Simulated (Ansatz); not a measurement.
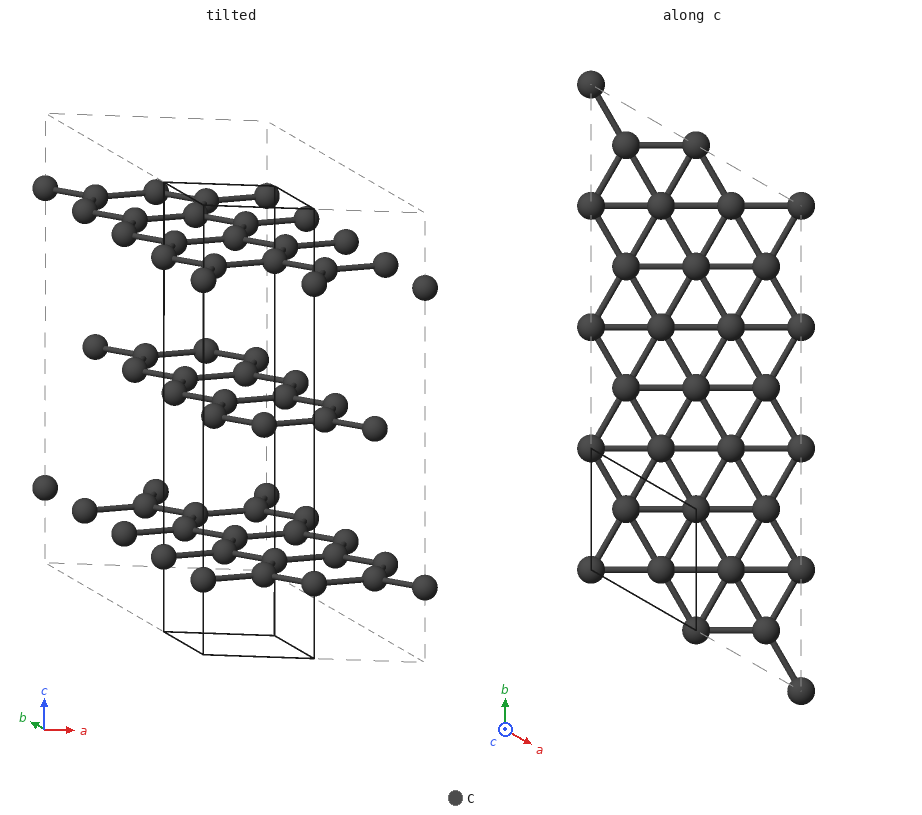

The figure gives a ball-and-stick picture of the atoms, viewed slightly off an axis and along the c axis. The drawing covers 2×4×1 cells, and the solid lines enclose one drawn cell (a repeat of the simulation cell). Cell: a = 2.455 Å, b = 2.455 Å, c = 10.078 Å, α = 90.10°, β = 89.90°, γ = 120.00°.

Describe the crystal.

The element is carbon. Within 0.01 Å the space group is R-3m (No. 166), rhombohedral (trigonal R). The cell holds six atoms. C sits among three C in a trigonal planar arrangement at about 1.4 Å. The bonds build C layers parallel to (001).

It goes back to a structure listed in the Materials Project. Earlier steps of the study may have refined or changed the cell and positions. It was run through Ansatz as a DFT input.
